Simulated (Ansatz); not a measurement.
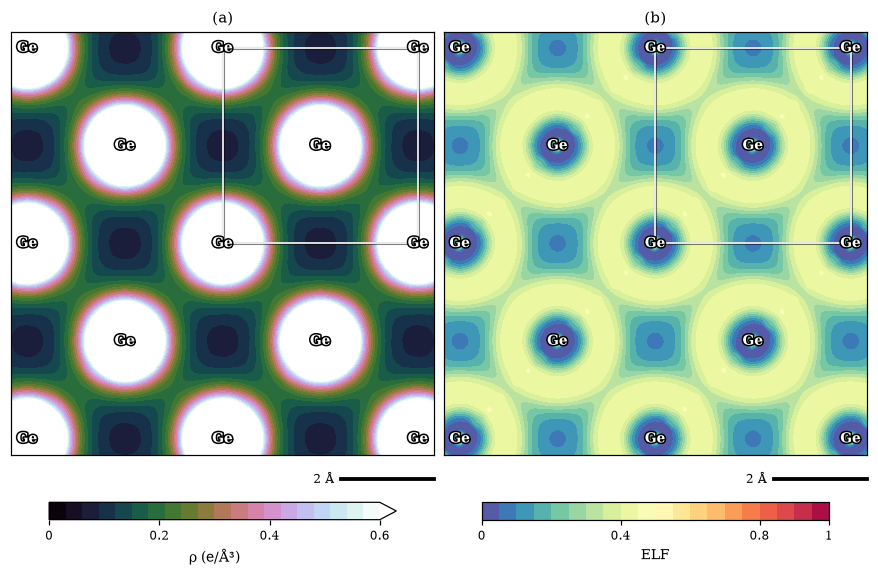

The picture shows: Ge. (a) valence charge density (pseudo); (b) ELF on the (100) plane of the conventional cell.

Space group Fm-3m; a structure from a database of computed crystals, not necessarily the ambient phase.

Computed with DFT LDA, scalar-relativistic, plane waves, PAW (Ansatz).

Core electrons are frozen (PAW), and the valence fields are smoothed inside the atomic spheres.

Input

```
crystal:
  lattice:
    - [0.0, 2.098360525, 2.098360525]
    - [2.098360525, 0.0, 2.098360525]
    - [2.098360525, 2.098360525, 0.0]
  atoms:
    - { symbol: Ge, position: [0.0, 0.0, 0.0] }
basis:
  ecutwfc: 420
kpoints:
  mp_grid: { grid: [20, 20, 20] }
hamiltonian:
  xc: lda
scf:
  occupations: { method: gaussian, width: 0.15 }
output:
  forces: true
  stress: true
  eigenvalues: true
  write_density: true
  write_potential: true
  elf: true
  volumetric_format: npy
```

Launched as:

```sh
ansatz run input.yaml --threads 1 --pin off --max-ram 1228MiB --backend cpu --events-out ev --progress --plain --runs-dir out
```

Below, planes, directions and counts refer to the conventional cell (a = 4.20 Å, b = 4.20 Å, c = 4.20 Å, α = 90.00°, β = 90.00°, γ = 90.00°).

Read the bonding off the picture.

- The section cuts through Ge sites.
- Ge–Ge (2.97 Å): the density is about 0.2 e/Å³ at the midpoint; the ELF is about 0.30 at the midpoint.
- Between the atoms the lowest density in this plane is 0.08 e/Å³.

Does the calculation give a band gap?

It is metallic or semimetallic at this level of theory: no gap opens.
